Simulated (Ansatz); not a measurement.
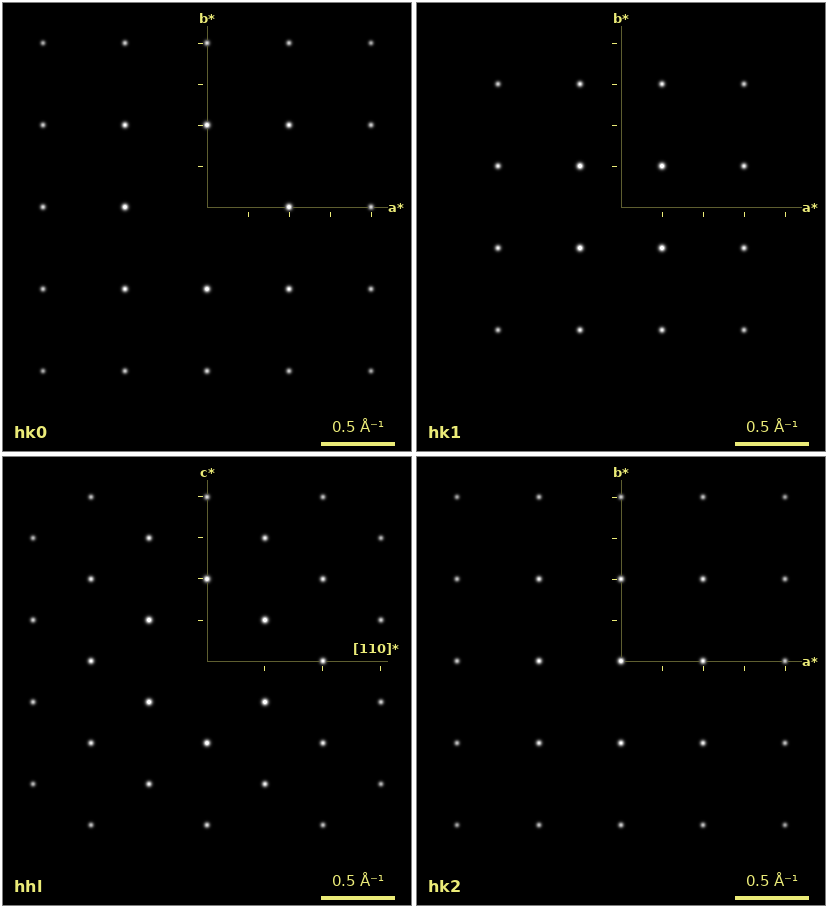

Simulated precession-type sections (X-rays; kinematic intensities, B = 0.5 Å²). The ticks mark integer indices of the conventional cell.

The compound is Co. Structure: the input geometry of an electronic-structure calculation (not necessarily at equilibrium); the starting structure was generated, so it need not be a known form of this composition.

### What cell do the layers give?

a* = 0.282, b* = 0.282, c* = 0.282 Å⁻¹; the cell is cubic with a = 3.55 Å.

### Which reflection conditions do the layers show?

Reflections are present only under these conditions. hkl: h + k = 2n, h + l = 2n; hk0: h = 2n, k = 2n; hhl: h + l = 2n; h00: h = 2n. The lattice is face-centred (F).

### Which space groups fit?

The intensities have Laue symmetry m-3m (the hk0 layer shows 4mm, hk1 shows 4mm). With these conditions the candidates are F432 (No. 209), F-43m (No. 216), Fm-3m (No. 225). Diffraction geometry alone does not choose among them; the structure has Fm-3m.
